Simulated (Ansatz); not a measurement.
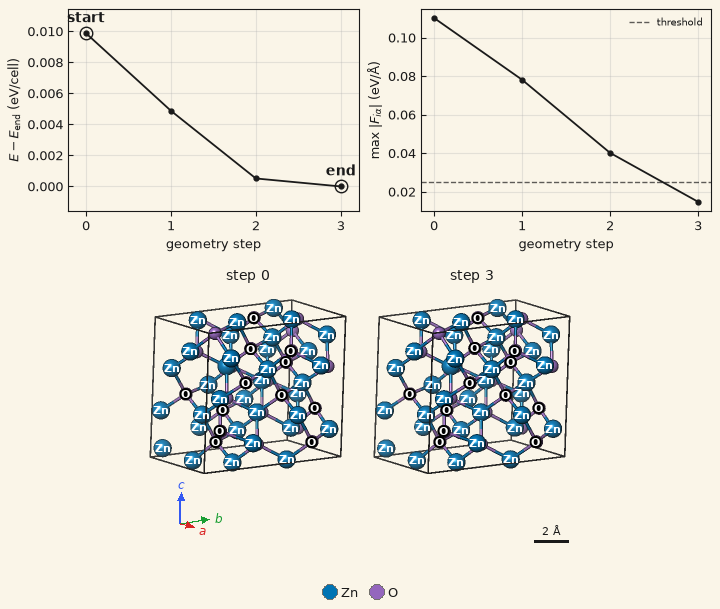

First and last geometry of a relaxation of a defect cell of composition Zn25O24 (cell charge +1), with the history of the run. Style: ball-and-stick. Shown: the cell of the calculation, slightly off an axis.

Case: Zn interstitial, charge +1, atoms relaxed at the host's cell.

Level of theory: Ansatz 0.2.0, DFT PBE, scalar-relativistic, plane waves, PAW. (plane-wave cutoff 420 eV; k-point mesh 2 × 2 × 2; occupations gaussian; smearing width 0.01 eV; mesh shifted by (0.5, 0.5, 0.5); collinear spin; atoms relaxed in a fixed cell; force threshold 0.025 eV/Å; at most 45 steps)

Read the history and describe the run.

Answer. It converged. The largest move is that of a Zn atom, 0.037 Å along [−1 −1 −1]. By element the largest moves are Zn 0.037 Å, O 0.023 Å. The cell stays as it was. Near-neighbour distances that change, for instance: O–Zn 2.439 → 2.392 Å, O–Zn 2.040 → 2.053 Å, O–Zn 2.021 → 2.032 Å, O–Zn 1.895 → 1.887 Å. Bond angles that change, for instance: Zn–O–Zn 129.7° → 131.7°. The energy falls by 9.9 meV per cell of the calculation in 3 geometry steps. The largest force component goes from 0.11 to 0.015 eV/Å. The run took 3.8 min on 4 threads of Arm Neoverse V1, with other jobs on the host, peak memory 3.1 GiB.

Limits of the set-up: the k-point mesh is coarse for a cell with partly filled bands; the periodic images lie only 8.4 Å apart, so the values are limited by the cell's size; the cell is charged, on a uniform background, and energies carry no finite-size correction.
